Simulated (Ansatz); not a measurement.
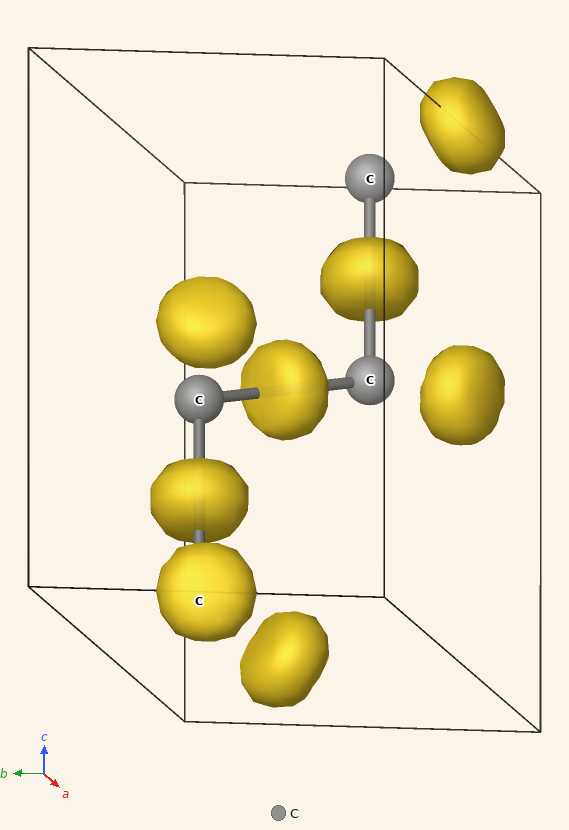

Figure 1: C. Isosurface of the ELF at 0.85 (yellow), seen at an oblique angle. Only the valence region is drawn (cores and ρ < 0.01 e/Å³ removed). Sticks mark near contacts.

Space group P6₃/mmc; changed on purpose from its base cell (all atoms moved at random, sigma 0.02 A a component; relaxed back).

Level of theory: Ansatz, DFT PBE, scalar-relativistic, plane waves, PAW.

Core electrons are frozen (PAW), and the valence fields are smoothed inside the atomic spheres.

```xyz
4
Lattice="2.5116 0.0000 0.0000 -1.2558 2.1751 0.0000 0.0000 0.0000 4.1804" Properties=species:S:1:pos:R:3 pbc="T T T"
C     0.0000    1.4501    0.2622
C     1.2558    0.7250    2.3524
C     0.0000    1.4501    1.8279
C     1.2558    0.7250    3.9181
```

> Describe the localisation domains.

The surface consists of eight regions between bonded C–C atoms (shared pairs), counted in one cell of 4 atoms. Any copies at cell faces, edges or corners count once. Profiles from the grid: C–C (1.54 Å): the ELF peaks at about 0.95 between the atoms; a covalent bond.
